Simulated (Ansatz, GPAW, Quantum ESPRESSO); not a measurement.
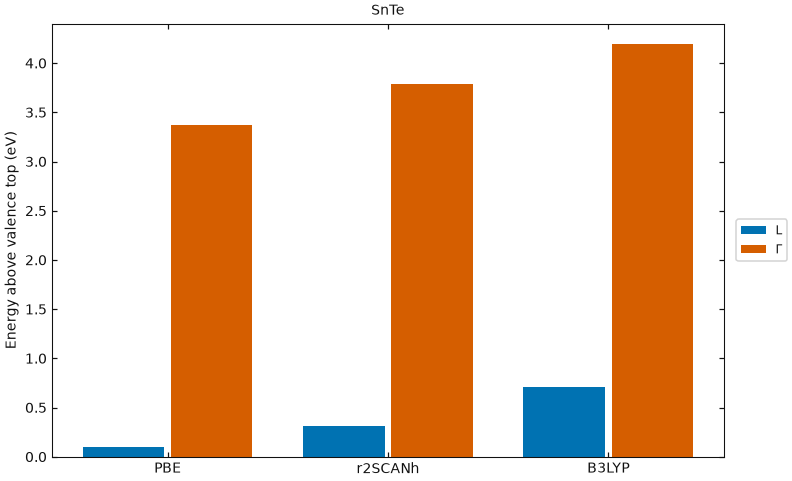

Lowest conduction level at each named k point, counted from the valence-band top at L, by several methods on one cell of rocksalt SnTe, space group Fm-3m, 2 atoms in the primitive cell; cubic a = 6.302 Å. All runs are without spin-orbit coupling and carry no moments.

```csv
method,program,L (eV),Γ (eV)
PBE,Quantum ESPRESSO,0.10,3.37
r2SCANh,Ansatz,0.31,3.79
B3LYP,Ansatz,0.71,4.19
```

What does G0W0@PBE give? It was run as: PBE, GPAW PAW data sets (gpaw-data 1.2.1), other valence, 4×4×4 k mesh, 500 eV cutoff, Fermi-Dirac smearing of 0.001 eV (GPAW), G0W0 with response cutoff 150 eV, frequency model plasmon pole and response bands 260, extrapolated in the response cutoff.

Answer. It starts from PBE, whose row gives 0.10 eV at L in another program. G0W0@PBE gives 0.15 eV at L and 3.50 eV at Γ, which is +0.05 eV from PBE at L.

How do the methods rank at L?

Answer. From low to high: PBE 0.10, G0W0@PBE 0.15, r2SCANh 0.31, B3LYP 0.71 eV. Too close to rank are PBE against G0W0@PBE (different programs, potentials, meshes and cutoffs).

Do the methods agree on which of these conduction levels is lowest?

Answer. Yes: all put it at L.

Settings. PBE: SG15 PBE 1.2, 6×6×6 k mesh, 952 eV cutoff, Fermi-Dirac smearing of 0.05 eV (Quantum ESPRESSO). r2SCANh: Ansatz PAW, 4×4×4 k mesh, 500 eV cutoff, Fermi-Dirac smearing of 0.05 eV (Ansatz 0.2.0). B3LYP: Ansatz PAW, 4×4×4 k mesh, 420 eV cutoff, Fermi-Dirac smearing of 0.05 eV (Ansatz).

These are four of the 41 methods that were run on this cell. The runs come from different programs and meshes, which adds differences of its own. Spin-orbit coupling is left out, which matters for Te and Sn. r2SCANh and B3LYP: the k mesh is coarse, so the values aren't converged, least of all with exact exchange. r2SCANh and B3LYP: the PAW data sets were made with another functional. LDA, GGA and most meta-GGA functionals understate gaps. G0W0@PBE: the k mesh is coarse, so the values aren't converged. G0W0@PBE: the quasiparticle gap is taken among the few k points that were corrected. G0W0@PBE: the long-wavelength limit can be off by a per cent or two.
